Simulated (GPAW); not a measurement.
Consider CdS (Greenockite, P6_3mc).

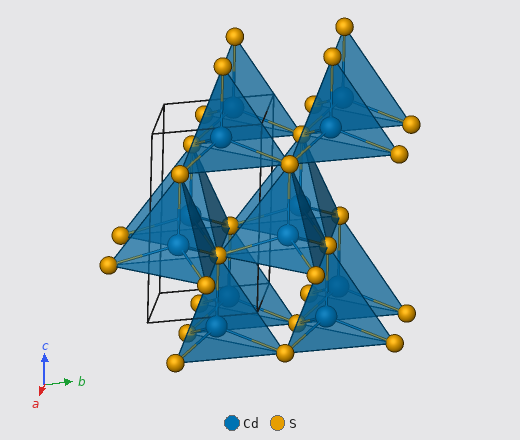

The structure (cadmium blue, sulfur orange). 2×2×1 cells are drawn. Some periodic images of atoms are drawn too.

```xyz
4
Lattice="4.1500 0.0000 0.0000 -2.0750 3.5940 0.0000 0.0000 0.0000 6.7370" Properties=species:S:1:pos:R:3 pbc="T T T"
Cd    2.0750    1.1980    3.3685
Cd    0.0000    2.3960    0.0000
S     2.0750    1.1980    5.8949
S     0.0000    2.3960    2.5264
```

Absorber: atom 3, with 1 Cd at 2.53 Å and 3 Cd at 2.54 Å (tetrahedral, site symmetry 3m). Method: GPAW, PBE, full core hole (charged cell), 12-atom cell with 7.2 Å between holes, 3×3×3 k points, dipole transitions, Gaussian full width 0.9 eV up to 4 eV, rising linearly to 3.5 eV at 25 eV.

The database entry behind the starting cell differs from later determinations by our own check (about 0.35 % long), so it need not match the best structure at ambient conditions.

Q: Where do the maxima of the S K edge fall?

Main maxima up to 24 eV above the zero (height): 2.7 eV (2.23), 4.3 eV (1.97), 6.2 eV (1.76), 8.8 eV (0.78) and 13.6 eV (1.31). A K edge sees empty p states on the absorber. The total-energy difference plus the lowest empty eigenvalue puts the zero at 2482.39 eV. One term is added: -16.94 eV, since the hole is spin-paired here and a spin-polarised one costs that much less in the free atom (computed apart). The photon energy is then 2465.45 eV. The functional and the charged cell's background leave an error of a few eV in such absolute values.

The S K spectrum (energy from the lowest empty level; intensity scaled to a mean of 1 over the first 20 eV; polarised curves are means over the symmetry-equivalent atoms):

| E (eV) | isotropic | ε ⊥ c | ε ∥ c |
| --- | --- | --- | --- |
| -2.0 | 0.00 | 0.00 | 0.00 |
| -0.5 | 0.00 | 0.00 | 0.00 |
| 1.0 | 0.18 | 0.18 | 0.17 |
| 2.5 | 2.06 | 2.06 | 2.05 |
| 4.0 | 1.71 | 1.81 | 1.50 |
| 5.5 | 1.42 | 1.33 | 1.59 |
| 7.0 | 1.18 | 1.10 | 1.33 |
| 8.5 | 0.75 | 0.90 | 0.45 |
| 10.0 | 0.56 | 0.47 | 0.75 |
| 11.5 | 0.66 | 0.62 | 0.74 |
| 13.0 | 1.22 | 1.22 | 1.22 |
| 14.5 | 1.19 | 1.27 | 1.05 |
| 16.0 | 0.97 | 0.94 | 1.03 |
| 17.5 | 0.80 | 0.76 | 0.87 |
| 19.0 | 0.69 | 0.72 | 0.63 |
| 20.5 | 0.75 | 0.79 | 0.67 |
| 22.0 | 0.98 | 0.98 | 0.97 |
| 23.5 | 1.17 | 1.15 | 1.21 |
| 25.0 | 1.25 | 1.24 | 1.27 |
| 26.5 | 1.19 | 1.19 | 1.18 |
| 28.0 | 1.08 | 1.04 | 1.16 |
| 29.5 | 1.09 | 1.05 | 1.16 |
| 31.0 | 1.10 | 1.13 | 1.04 |

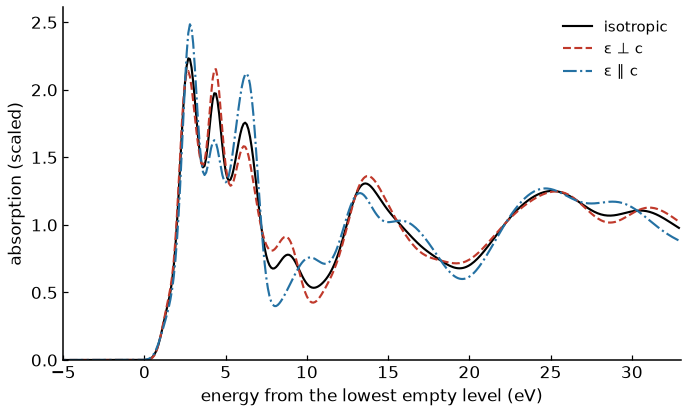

The S K edge.

The mesh is coarse (0.35 Å⁻¹ between points), so small maxima may be mesh ripples. The structure is a published determination, not relaxed.

[Banner, clock and machine lines of the logs are left out without a mark of their own.]

[Logs are printed without paths, hosts, clocks, repeated set-up lines and the standing remarks that a program may print on its own settings, such as how far it seeks lower states.]

[Hosts, paths, dates, database ids (printed as entryN), source tags and the programs' standing remarks are cut or masked in the printed files.]

[Lists of maxima count a maximum above −3 eV only where it reaches 4 % of the highest in the window and stands out from its surroundings by 2 % of it (1.5 % where it reaches 55 %); shoulders and weaker maxima are passed over, and of the rest the first, up to two pre-edge ones and the few strongest are named.]
